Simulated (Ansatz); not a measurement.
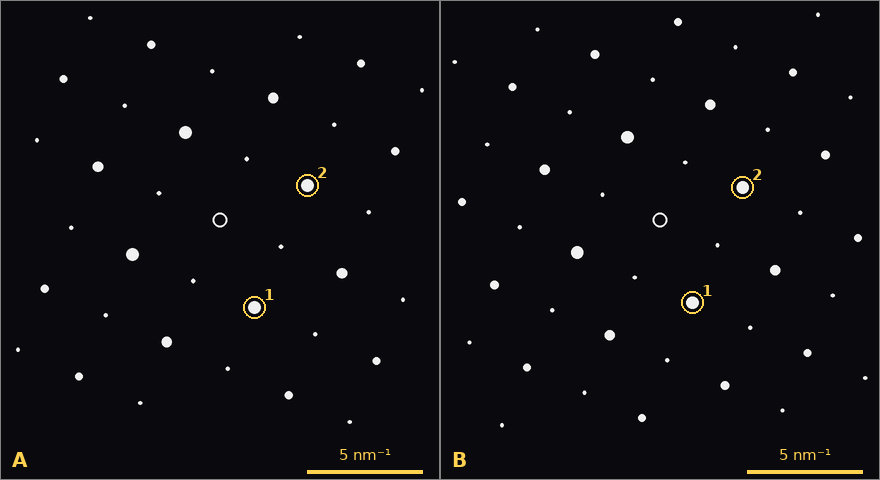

Kinematic electron diffraction patterns (120 kV, B = 0.5 Å², same scale) along [001] of the run's own cell, for the start and the end of one relaxation of CaSe with DFT PBE, scalar-relativistic, plane waves, PAW (Ansatz). k mesh 16×16×12. The start is a generated model structure, and the relaxation ends in the nearest stationary point of its symmetry, not necessarily the ground state. Spot 1 is -1 -1 0 and spot 2 is 1 -1 0 in both.

Start structure:

```yaml
crystal:
  lattice:
    - [3.44675, 0.00000, 0.00000]
    - [0.00000, 3.44675, 0.00000]
    - [0.00000, 0.00000, 4.51771]
  atoms:
    - { symbol: Ca, position: [0.50000, 0.50000, 0.50000] }
    - { symbol: Se, position: [0.00000, 0.00000, 0.00000] }
```

### Which pattern belongs to the start structure, and which to the relaxed one?

A is the start: its cell gives d(1) = 2.437 Å, d(2) = 2.437 Å and an angle of 90.0°. B is the relaxed structure, with d(1) = 2.581 Å (+5.9 %), d(2) = 2.581 Å (+5.9 %) and 90.0°.

### Summarise the relaxation behind the change.

The volume changed by -9.4 % to 24.30 Å³ an atom; the fractional coordinates hardly changed; the space group went from P4/mmm (No. 123) to Pm-3m (No. 221); the free energy fell by 530 meV an atom. Relaxed cell: a = 3.649 Å, b = 3.649 Å, c = 3.650 Å, α = 90.00°, β = 90.00°, γ = 90.00°.
